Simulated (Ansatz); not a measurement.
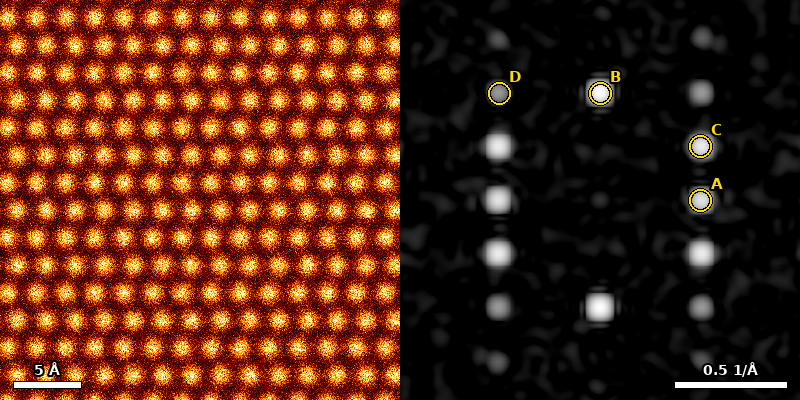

Dark-field STEM-like image of Cu (P6_3/mmc, No. 194) along [100]. Simulation: incoherent imaging, intensity Z^1.8 per atom, probe width 1.30 Å, thin sample. The probe carries 25 % of its weight in a tail 2.5 times as wide. Shot noise was added. Model: the end point of a relaxation with DFT, PBEsol, plane waves (420 eV) with PAW, scalar-relativistic in Ansatz; the starting structure was generated, so it need not be a known form of this composition.

The right panel is the modulus of the image's Fourier transform on a logarithmic scale.

a = 2.519 Å, b = 2.519 Å, c = 4.124 Å, α = 90.00°, β = 90.00°, γ = 120.00°

> Index the marked spots and give their plane spacings (the zone axis points at the viewer; indices equivalent by symmetry, or all signs reversed, are as good).

A: (0 -1 0), d = 2.18 Å; B: (0 0 -2), d = 2.06 Å; C: (0 -1 -1), d = 1.93 Å; D: (0 1 -2), d = 1.50 Å. A and B enclose 90°, and every spot obeys the zone law hu + kv + lw = 0 for [100].
